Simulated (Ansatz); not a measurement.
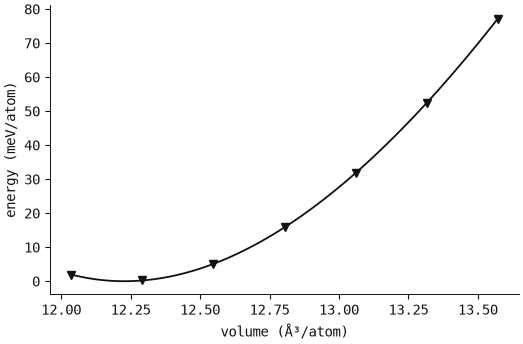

The figure shows the energy against volume for CoSi₂, space group Fm-3m (No. 225).

Cell as given: a = 3.787 Å, b = 3.787 Å, c = 3.787 Å, α = 60.00°, β = 60.00°, γ = 60.00°; 3 atoms.

How it was computed, with Ansatz 0.2.0: all-electron LAPW DFT, collinear spins; energies at scaled volumes of the given cell, shape and fractions fixed, counted from the fit's minimum, third-order Birch-Murnaghan fit. Level: LDA, collinear spin.

- k mesh: 9×9×9
- occupations: Fermi–Dirac
- smearing width: 0.05 eV
- potentials: all electron LAPW, scalar relativistic
- program settings: basis error eV/atom 0.002

This calculation gives: equilibrium volume 12.23 Å³/atom and bulk modulus 203 GPa.

Now Co is replaced by Ni on all its sites, which gives Si₂Ni in the same structure. How do these quantities change?

The equilibrium volume rises from 12.23 to 12.79 Å³/atom (+4.6 %) and the bulk modulus falls from 203 to 161 GPa (−21 %).

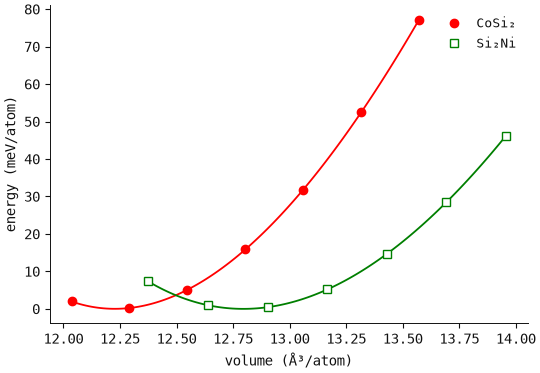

The two results together.

For both, limits of the calculation: the program warns: seeded moment not kept.

V0 and the bulk modulus come from third-order Birch–Murnaghan fits.
